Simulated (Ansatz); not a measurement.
Single-point calculation of TaN (part 1 of 2)

The run: single-point calculation of TaN (P-62m, 6 atoms in the cell). Method and program: DFT PBEsol+U+J, scalar-relativistic, plane waves, PAW, U = 2 eV, J = 0.9 eV on Ta atom 1 d; U = 2 eV, J = 0.9 eV on Ta atom 2 d; U = 2 eV, J = 0.9 eV on Ta atom 3 d, spin-polarised (Ansatz 0.2.0).

The structure derives from an entry of the Crystallography Open Database. It belongs to a series of runs on one base structure; here: antiferromagnetic start, free. Figures and captions count atoms from 1; the log counts them from 0 in places.

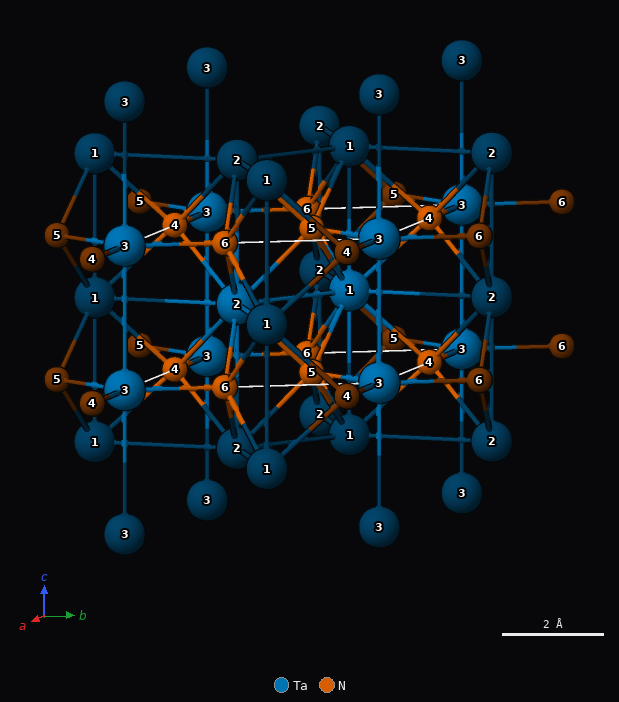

Fig. 1: The structure (ball-and-stick view of the cell of the calculation, seen slightly off an axis; neighbours outside the cell are drawn fainter; atoms are numbered from 1 in the order of the input).

### Key numbers

- outcome: converged
- space group (tolerance 0.01 Å): P-62m (189)
- electrons treated: 54
- free energy: −30559.1004 eV
- Fermi energy: 19.722 eV
- gap on the k-point mesh: none (metallic)
- net moment of the cell: 0.00 μB
- integrated absolute moment: 0.00 μB
- pressure: −2.81 GPa
- largest force (length of the vector): 0.015 eV/Å
- hardware: 4 threads of AMD EPYC (Zen 5), 64 GiB of memory available, shared host
- wall time: 4.9 s (CPU time 18 s)
- peak memory: 0.54 GiB

The program warns: some starting moments were not kept; the typed occupations were not kept; the occupation matrices lower the symmetry. Spin–orbit coupling is left out, which matters for Ta.

### Input file
```yaml
crystal:
  lattice:
    - [5.19600015, 0.0, 0.0]
    - [-2.59800008, 4.49986813, 0.0]
    - [0.0, 0.0, 2.9109996]
  atoms:
    - { symbol: Ta, position: [0.3333333333, 0.6666666667, 0.5], spin: 2.0 }
    - { symbol: Ta, position: [0.6666666667, 0.3333333333, 0.5], spin: -2.0 }
    - { symbol: Ta, position: [0.0, 0.0, 0.0], spin: 2.0 }
    - { symbol: "N", position: [0.39285, 0.0, 0.0] }
    - { symbol: "N", position: [0.60715, 0.60715, 0.0] }
    - { symbol: "N", position: [0.0, 0.39285, 0.0] }
basis:
  ecutwfc: 420
  ecutrho_ratio: 4
kpoints:
  mp_grid: { grid: [4, 4, 6] }
hamiltonian:
  xc: pbesol
  hubbard:
    sites:
      - { site: 0, l: d, u: 2.0, j: 0.9, starting_ns: [{ spin: up, occupation_matrix: s0up }, { spin: down, occupation_matrix: s0down }] }
      - { site: 1, l: d, u: 2.0, j: 0.9, starting_ns: [{ spin: up, occupation_matrix: s1up }, { spin: down, occupation_matrix: s1down }] }
      - { site: 2, l: d, u: 2.0, j: 0.9, starting_ns: [{ spin: up, occupation_matrix: s2up }, { spin: down, occupation_matrix: s2down }] }
    occupation_matrices:
      s0up:
        matrix:
          - [0.97, 0.0, 0.0, 0.0, 0.0]
          - [0.0, 0.02, 0.0, 0.0, 0.0]
          - [0.0, 0.0, 0.02, 0.0, 0.0]
          - [0.0, 0.0, 0.0, 0.02, 0.0]
          - [0.0, 0.0, 0.0, 0.0, 0.97]
      s0down:
        matrix:
          - [0.02, 0.0, 0.0, 0.0, 0.0]
          - [0.0, 0.02, 0.0, 0.0, 0.0]
          - [0.0, 0.0, 0.02, 0.0, 0.0]
          - [0.0, 0.0, 0.0, 0.02, 0.0]
          - [0.0, 0.0, 0.0, 0.0, 0.02]
      s1up:
        matrix:
          - [0.02, 0.0, 0.0, 0.0, 0.0]
          - [0.0, 0.02, 0.0, 0.0, 0.0]
          - [0.0, 0.0, 0.02, 0.0, 0.0]
          - [0.0, 0.0, 0.0, 0.02, 0.0]
          - [0.0, 0.0, 0.0, 0.0, 0.02]
      s1down:
        matrix:
          - [0.97, 0.0, 0.0, 0.0, 0.0]
          - [0.0, 0.02, 0.0, 0.0, 0.0]
          - [0.0, 0.0, 0.02, 0.0, 0.0]
          - [0.0, 0.0, 0.0, 0.02, 0.0]
          - [0.0, 0.0, 0.0, 0.0, 0.97]
      s2up:
        matrix:
          - [0.97, 0.0, 0.0, 0.0, 0.0]
          - [0.0, 0.02, 0.0, 0.0, 0.0]
          - [0.0, 0.0, 0.97, 0.0, 0.0]
          - [0.0, 0.0, 0.0, 0.02, 0.0]
          - [0.0, 0.0, 0.0, 0.0, 0.02]
      s2down:
        matrix:
          - [0.02, 0.0, 0.0, 0.0, 0.0]
          - [0.0, 0.02, 0.0, 0.0, 0.0]
          - [0.0, 0.0, 0.02, 0.0, 0.0]
          - [0.0, 0.0, 0.0, 0.02, 0.0]
          - [0.0, 0.0, 0.0, 0.0, 0.02]
    ns_hold: { iters: 8 }
scf:
  occupations: { method: gaussian, width: 0.05 }
  lower_state_search: "off"
  max_iter: 150
output:
  forces: true
  stress: true
  eigenvalues: true
  populations: true
  hubbard: { sites: [{ site: 0, l: d }, { site: 1, l: d }, { site: 2, l: d }] }
  write_density: true
  write_potential: true
  elf: true
  volumetric_format: npy
magnetization:
  spin_polarized: true
```

Command:
```bash
ansatz run input.yaml --threads 4 --pin off --max-ram 6144MiB --backend cpu --events-out ev --progress --plain --runs-dir out
```

### The program's output
```
Warning: crystal.symmetry: narrowed to the stabiliser of the occupation matrices — unitary ops 6 → 2; lowered by the specified shells (site 0, l: d), (site 1, l: d), (site 2, l: d); largest admitted image defect 1.3e-15, smallest excluded 7.1e-1 — at a splitting's scale: the group the occupation matrices' own texture admits
Ta: projections on atomic orbitals take those of the free atom [Kr 4d10 4f14] 5s2 5p6 5d3 6s2, of charge +0.00 (hamiltonian.pseudopotentials.projection_atoms); the dataset's partial waves leave at most 6.0e-5 of an orbital's norm unspanned inside its sphere
N: projections on atomic orbitals take those of the free atom [He] 2s2 2p3, of charge +0.00 (hamiltonian.pseudopotentials.projection_atoms); the dataset's partial waves leave at most 9.3e-9 of an orbital's norm unspanned inside its sphere
Engine: ansatz 0.2.0, x86_64-unknown-linux-gnu
Pseudopotentials: kind: paw
Pseudopotential: Ta, paw, valence charge 13, recommended cutoff 420 eV (normal), Ta.paw.azcp
Pseudopotential: N, paw, valence charge 5, recommended cutoff 420 eV (normal), N.paw.azcp
Functional definition: PBEsol
  exchange = pbesol_x
  correlation = pbesol_c
Crystal: 6 atoms, lattice volume = 68.063 Å³
Basis set: ecut = 420 eV, 1287 PW (Γ), exchange–correlation on 72×72×40 points (8 copies of the dense FFT grid, shifted against one another)
Bands: 36, of which v1, the nominal top of the filled ones, is band 27 counted from 1 (26 counted from 0)
Symmetry: 2 space group operations
k-points: 40 of 96 (time reversal used)
Non-local potential: Ta, projectors of the file, l = 0: 3, l = 1: 2, l = 2: 2, l = 3: 1
Non-local potential: N, projectors of the file, l = 0: 2, l = 1: 2, l = 2: 1
PAW form: soft (Blöchl's): semilocal exchange-correlation on the pseudo side does not see the compensation charge
PAW frozen core: Ta, regenerated for the run's functional, and the local potential with it (the file was generated under x = pbe(κ = 0.804, μ = 0.2195149727645171), c = pbe(β = 0.06672455060314922))
PAW frozen core: N, regenerated for the run's functional, and the local potential with it (the file was generated under x = pbe(κ = 0.804, μ = 0.2195149727645171), c = pbe(β = 0.06672455060314922))
PAW one-centre angular grid: Ta, 590 points (default); XC on 64 Gauss nodes
PAW one-centre angular grid: N, 110 points (default); XC on 64 Gauss nodes
Initial density: superposition of atomic densities (chi_scale 0.1, normalization cell, long waves kept (reshape's long-wave potential 0.01 eV rms))
Starting moments: Σ|m| = 6 μB on 3 of 6 sites
Initial wavefunctions: pseudopotential atomic-orbital guess
Functional: x = pbesol(κ = 0.804, μ = 0.12345679012345678), c = pbesol(β = 0.046)
SCF iter   1: F=—  HF=-30556.117630 eV  |F-HF|=—  |Δ(HF+E_count)|=         —  Δρ=8.06e-2 (↑7.82e-2 ↓8.06e-2)  dr2=3.42e0  dr2_m=3.22e0  M=0.162 μB ∫|m|=1.450 μB  β_m=0.30  ethr=3.10e-3  ⟨swp⟩=6.0  Hψ=11941  notcnv=0
preconditioner: auto → Kerker (q_TF=auto, 2.625 Å⁻¹)  [metal: Δε(μ)=0.022 eV  Ē_g=10.691 eV  σ=0.050 eV  W_gap=0.25  n_scr=26 (ndim 8)  ℏωp=24.7 eV  f_vac=0.000  D(μ)=1.36/eV (n_scr^D=6)]
spin=Collinear: Kerker preconditioning applied to the charge; magnetization (m = ρ↑ − ρ↓) channel mixes plain (no charge-response kernel on spin).
SCF iter   2: F=—  HF=-30556.139070 eV  |F-HF|=—  |Δ(HF+E_count)|=   2.14e-2  Δρ=5.67e-2 (↑5.47e-2 ↓5.67e-2)  dr2=1.17e0  dr2_m=1.65e0  M=0.143 μB ∫|m|=1.334 μB  β_m=0.30  ethr=3.10e-3  ⟨swp⟩=2.0  Hψ=4018  notcnv=0  defer=243
SCF iter   3: F=—  HF=-30556.239497 eV  |F-HF|=—  |Δ(HF+E_count)|=   1.00e-1  Δρ=3.87e-2 (↑3.78e-2 ↓3.87e-2)  dr2=1.59e-1  dr2_m=8.36e-1  M=0.128 μB ∫|m|=1.253 μB  β_m=0.30  ethr=2.16e-3  ⟨swp⟩=2.1  Hψ=4251  notcnv=0  defer=250
SCF iter   4: F=—  HF=-30556.369952 eV  |F-HF|=—  |Δ(HF+E_count)|=   1.30e-1  Δρ=2.66e-2 (↑2.66e-2 ↓2.62e-2)  dr2=1.14e-2  dr2_m=4.32e-1  M=0.125 μB ∫|m|=1.177 μB  β_m=0.30  ethr=2.95e-4  ⟨swp⟩=2.5  Hψ=4277  notcnv=0  defer=213
SCF iter   5: F=—  HF=-30556.443263 eV  |F-HF|=—  |Δ(HF+E_count)|=   7.33e-2  Δρ=1.92e-2 (↑1.92e-2 ↓1.89e-2)  dr2=4.50e-3  dr2_m=2.26e-1  M=0.124 μB ∫|m|=1.116 μB  β_m=0.30  ethr=2.11e-5  ⟨swp⟩=2.0  Hψ=3630  notcnv=0  defer=213
SCF iter   6: F=—  HF=-30556.482510 eV  |F-HF|=—  |Δ(HF+E_count)|=   3.92e-2  Δρ=1.38e-2 (↑1.38e-2 ↓1.38e-2)  dr2=6.39e-4  dr2_m=1.19e-1  M=0.122 μB ∫|m|=1.070 μB  β_m=0.30  ethr=8.33e-6  ⟨swp⟩=2.3  Hψ=4017  notcnv=0  defer=213
SCF iter   7: F=—  HF=-30556.503887 eV  |F-HF|=—  |Δ(HF+E_count)|=   2.14e-2  Δρ=1.00e-2 (↑1.00e-2 ↓1.00e-2)  dr2=1.45e-4  dr2_m=6.26e-2  M=0.120 μB ∫|m|=1.036 μB  β_m=0.30  ethr=1.18e-6  ⟨swp⟩=2.4  Hψ=4829  notcnv=0  defer=213
Mixer restart at iter 7: flushing history
spin-set hold released at iteration 7 (site moments contracting): the magnetisation degrees of freedom join the quasi-Newton model from the next iteration; the mixer history was flushed
SCF iter   8: F=—  HF=-30556.515501 eV  |F-HF|=—  |Δ(HF+E_count)|=   1.16e-2  Δρ=7.31e-3 (↑7.27e-3 ↓7.31e-3)  dr2=1.02e-4  dr2_m=3.31e-2  M=0.117 μB ∫|m|=1.011 μB  β_m=0.65  ethr=2.69e-7  ⟨swp⟩=2.8  Hψ=5433  notcnv=0  defer=213
SCF iter   9: F=—  HF=-30556.529709 eV  |F-HF|=—  |Δ(HF+E_count)|=   1.42e-2  Δρ=3.89e-4 (↑3.69e-4 ↓3.89e-4)  dr2=1.29e-5  dr2_m=8.73e-5  M=0.109 μB ∫|m|=0.941 μB  β_m=0.65  ethr=1.88e-7  ⟨swp⟩=3.1  Hψ=5957  notcnv=0  defer=213
Mixer restart at iter 9: flushing history
SCF iter  10: F=—  HF=-30556.542216 eV  |F-HF|=—  |Δ(HF+E_count)|=         —  Δρ=4.04e-4 (↑3.71e-4 ↓4.04e-4)  dr2=1.75e-5  dr2_m=9.10e-5  M=0.109 μB ∫|m|=0.939 μB  β_m=0.65  ethr=2.38e-8  ⟨swp⟩=2.0  Hψ=3455  notcnv=0  defer=213
SCF iter  11: F=—  HF=-30558.519235 eV  |F-HF|=—  |Δ(HF+E_count)|=    1.98e0  Δρ=6.42e-3 (↑5.12e-3 ↓6.42e-3)  dr2=4.46e-2  dr2_m=1.45e-2  M=0.103 μB ∫|m|=0.585 μB  β_m=0.36  ethr=2.38e-8  ⟨swp⟩=5.3  Hψ=10372  notcnv=0  defer=211
SCF iter  12: F=—  HF=-30558.869650 eV  |F-HF|=—  |Δ(HF+E_count)|=   3.50e-1  Δρ=4.86e-3 (↑4.26e-3 ↓4.86e-3)  dr2=1.27e-2  dr2_m=1.09e-2  M=0.097 μB ∫|m|=0.420 μB  β_m=0.90  ethr=2.38e-8  ⟨swp⟩=4.1  Hψ=8929  notcnv=0  defer=204
SCF iter  13: F=—  HF=-30559.096922 eV  |F-HF|=—  |Δ(HF+E_count)|=   2.27e-1  Δρ=1.69e-3 (↑1.69e-3 ↓1.63e-3)  dr2=2.31e-3  dr2_m=1.23e-3  M=0.058 μB ∫|m|=0.102 μB  β_m=0.95  ethr=2.38e-8  ⟨swp⟩=5.2  Hψ=9871  notcnv=0  defer=197
SCF iter  14: F=—  HF=-30559.100101 eV  |F-HF|=—  |Δ(HF+E_count)|=   3.18e-3  Δρ=6.20e-4 (↑6.01e-4 ↓6.20e-4)  dr2=5.38e-4  dr2_m=1.05e-4  M=0.037 μB ∫|m|=0.045 μB  β_m=0.91  ethr=2.38e-8  ⟨swp⟩=3.7  Hψ=7581  notcnv=0  defer=202
SCF iter  15: F=—  HF=-30559.100282 eV  |F-HF|=—  |Δ(HF+E_count)|=   1.81e-4  Δρ=1.92e-4 (↑1.85e-4 ↓1.92e-4)  dr2=4.57e-6  dr2_m=2.05e-5  M=0.025 μB ∫|m|=0.027 μB  β_m=0.95  ethr=2.38e-8  ⟨swp⟩=3.0  Hψ=6007  notcnv=0  defer=202
SCF iter  16: F=—  HF=-30559.100358 eV  |F-HF|=—  |Δ(HF+E_count)|=   7.63e-5  Δρ=9.02e-5 (↑9.02e-5 ↓8.65e-5)  dr2=4.29e-7  dr2_m=4.80e-6  M=0.013 μB ∫|m|=0.014 μB  β_m=0.98  ethr=8.45e-9  ⟨swp⟩=2.9  Hψ=5089  notcnv=0  defer=202
SCF iter  17: F=—  HF=-30559.100380 eV  |F-HF|=—  |Δ(HF+E_count)|=   2.15e-5  Δρ=3.28e-5 (↑3.28e-5 ↓2.99e-5)  dr2=2.20e-7  dr2_m=5.66e-7  M=0.004 μB ∫|m|=0.004 μB  β_m=0.99  ethr=7.95e-10  ⟨swp⟩=3.0  Hψ=5712  notcnv=0  defer=202
SCF iter  18: F=—  HF=-30559.100382 eV  |F-HF|=—  |Δ(HF+E_count)|=   2.29e-6  Δρ=1.05e-5 (↑8.03e-6 ↓1.05e-5)  dr2=1.30e-7  dr2_m=2.50e-8  M=0.001 μB ∫|m|=0.001 μB  β_m=0.99  ethr=4.08e-10  ⟨swp⟩=3.0  Hψ=5307  notcnv=0  defer=202
iter 19 did not close the SCF: its close was put off for a magnetic moment that had not settled (scf_convergence_deferred on its scf_iter line)
SCF iter  19: F=-30559.100382 eV  HF=-30559.100382 eV  |F-HF|=2.62e-8  |Δ(HF+E_count)|=   5.83e-8  Δρ=4.52e-6 (↑4.52e-6 ↓3.74e-6)  dr2=3.52e-8  dr2_m=2.30e-9  M=0.000 μB ∫|m|=0.000 μB  β_m=0.90  ethr=1.85e-10  ⟨swp⟩=14.3  Hψ=17891  notcnv=0
iter 20 did not close the SCF: its close was put off for a magnetic moment that had not settled (scf_convergence_deferred on its scf_iter line)
SCF iter  20: F=-30559.100382 eV  HF=-30559.100382 eV  |F-HF|=2.15e-10  |Δ(HF+E_count)|=  3.86e-10  Δρ=7.96e-7 (↑7.96e-7 ↓7.37e-7)  dr2=6.14e-10  dr2_m=2.58e-10  M=0.000 μB ∫|m|=0.000 μB  β_m=0.95  ethr=6.52e-11  ⟨swp⟩=6.0  Hψ=15054  notcnv=0
SCF iter  21: F=-30559.100382 eV  HF=-30559.100382 eV  |F-HF|=3.27e-11  |Δ(HF+E_count)|=  8.77e-10  Δρ=2.29e-7 (↑2.19e-7 ↓2.29e-7)  dr2=4.50e-11  dr2_m=2.35e-11  M=0.000 μB ∫|m|=0.000 μB  ethr=1.14e-12  ⟨swp⟩=4.6  Hψ=13516  notcnv=0
WARN: the starting moments were not kept: the SCF closed with an absolute magnetisation of 1.2e-5 μB, where they sum to 6 μB in size (3 sites). That is at most 0.1 of that sum. Measured as dr2_m measures the in/out step, that magnetisation stands 1.4e-11 eV from none, at or under the dr2_threshold of 1.0e-7 eV: it is no larger than a step whose dr2_m would equal this threshold. The system may hold no moment; this SCF shows only that its start led to no more than that. To try another start: raise the starting moments (crystal.atoms[].spin, magnetization.per_species, magnetization.initial_magnetization, or on a non-collinear deck that types none of these the spinor_matrix: blocks that start its atoms; where the total moment is fixed, keep their sum and leave initial_magnetization as it is; typed ones take the place of any that the run laid by itself, positive ones on a crystal's lanthanoids without a Hubbard term where scf.initial_density.shell_occupations: [] is typed) or, if the notice of its spin-set hold's release reads "site moments contracting" or "site moments show no strong build", lengthen the hold (scf.mixing.spin_hold: { on: { confirm: 4 } }; for m-r²SCAN on two components see the key's manual first). Each may lead to a state that holds a moment. A second SCF, from the converged charge density, with the starting moments and any scf.initial_density.shell_occupations laid on it anew, would have followed, and was not run: the deck does not ask for one (magnetization.retry_lost_moments is false, the default). To let it run, set magnetization.retry_lost_moments: true and run the deck again, where that key's refused combinations let it; where memory then withholds it, that run's warning says so.
WARN: hamiltonian.hubbard: on 3 of 6 specified blocks the occupation matrix of this SCF's result fails the test of the specified filling. At site 0 ↑ (sites count from 0 in the list of atoms of the cell that this SCF solves) the least filled combination of the orbitals specified full has occupation 0.388, and the fullest combination of the orbitals specified empty has occupation 0.388; the filling counts as kept where the first is at least 0.75 and exceeds the second by more than 0.25. The same holds at site 1 ↓, site 2 ↑. The state of this SCF's result may not hold the specified filling, though these bounds can also misjudge a state that does. This warning does not say which state is lower in energy, or whether the specified filling is a self-consistent state at all; see hamiltonian.hubbard.sites[].starting_ns, Limitations, and scf.initial_density.shell_occupations in the input reference
SCF 1 converged in 21 iterations: F = -30559.100382 eV  dr2 = 4.50e-11
  greatest PAW one-centre occupation: 1.000 electrons in one spin orbital (limit 2), on the Ta atom at site 2 (counted from 0), in its partial waves of l = 0
```
